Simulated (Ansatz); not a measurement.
The structure in question:

```
Ti Se
1.0
     3.46382    0.00000    0.00000
    -1.73191    2.99975    0.00000
     0.00000    0.00000    5.88143
Ti Se
1 2
Direct
  0.00000 0.00000 0.00000
  0.33333 0.66667 0.25520
  0.66667 0.33333 0.74480
```

> What crystal do these data define?

Formula: TiSe₂. The lattice is primitive hexagonal and the space group P-3m1 (No. 164). The prototype is cadmium iodide (CdI₂, 1T) type. One cell contains 1 Ti, 2 Se, 3 atoms in all. The polyhedra are TiSe6 octahedra; they share edges. The Ti atoms are each bonded to six Se in an octahedral arrangement at 2.50 Å. The coordination shell of Se holds three Ti in a trigonal pyramidal arrangement at 2.50 Å. Not all metal-metal contacts are counted. The bonds build TiSe2 layers parallel to (001).

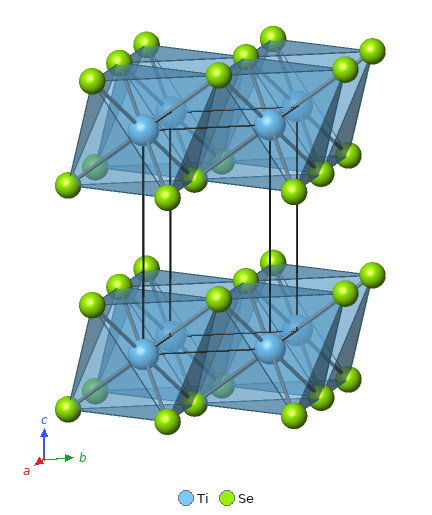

Structure drawing (polyhedral), viewed slightly off an axis. The lines enclose the conventional unit cell; boundary atoms appear with their images. Some neighbours outside the box are added. Colours: titanium blue, selenium green.

The initial geometry was an entry, possibly a prediction, of the Crystallography Open Database. The cell was then strained or its atoms displaced on purpose. Ansatz was used for an electronic-structure calculation on it.

At this level of theory the cell isn't at rest (compressed, at 7 GPa and forces up to 0.7 eV/Å), so its distances can differ from those at equilibrium, the more so the softer the solid.
